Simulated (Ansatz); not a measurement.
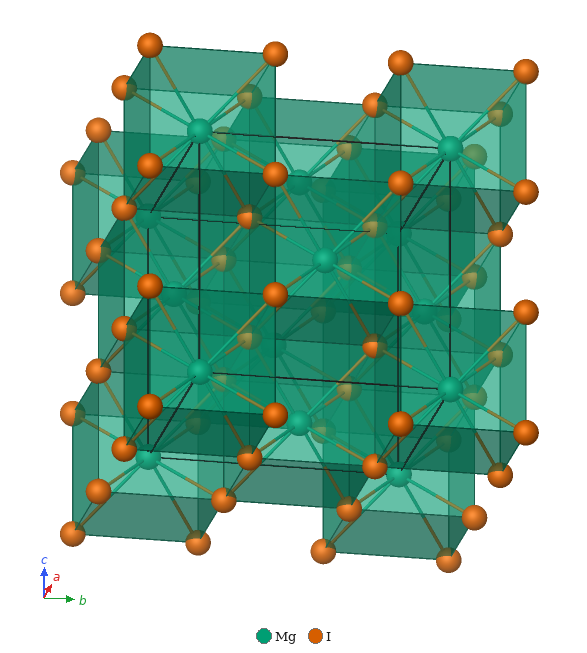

The figure gives a polyhedral picture of the atoms, viewed from a general direction. The wireframe shows the conventional unit cell. Some neighbours outside the box are added.

MgI2, space group Fm-3m (No. 225), a = 7.51 Å, b = 7.51 Å, c = 7.51 Å, α = 90.00°, β = 90.00°, γ = 90.00°.

Run with G0W0 on r2SCAN, plane waves, PAW in Ansatz and these settings: wavefunction cutoff 500 eV, k-points about 0.36 Å⁻¹ apart, no spin polarisation.

Question: What is the electronic character?

Answer: A semiconductor at this level, with a gap of 1.34 eV, indirect; the smallest direct gap is 1.53 eV.

Origin of the cell: a structure type filled with these elements by a generator (whether the compound takes this form wasn't checked). Earlier steps of the study may have refined or changed the cell and positions. It went into a calculation with Ansatz.
